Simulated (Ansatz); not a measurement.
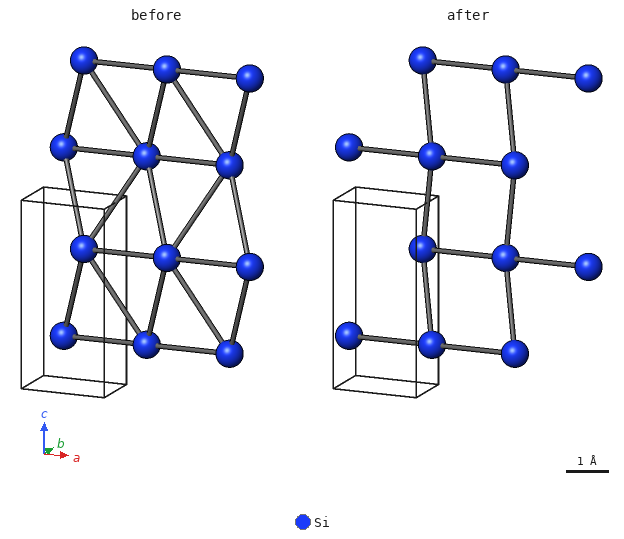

The structure of crystalline Si (set up in P6_3/mmc) before (left) and after (right) a relaxation, at one scale.

The picture is a ball-and-stick view of the cell of the calculation, repeated 3 × 1 × 2 with one cell outlined, seen slightly off an axis.

Theory: DFT LDA, scalar-relativistic, plane waves, PAW (Ansatz 0.2.0). (plane-wave cutoff 420 eV; k-point mesh 12 × 12 × 8; occupations gaussian; smearing width 0.15 eV; no spin polarisation)

### What changed between the two?

The largest moves, 0.64 Å, are those of Si atoms. The cell doesn't change. Some distances before and after: Si–Si 2.739 → 3.429 Å, Si–Si 2.739 → 3.214 Å, Si–Si 2.739 → 2.304 Å. The space group (tolerance 0.01 Å) goes from P6_3/mmc (No. 194) to P2_1/m (No. 11).
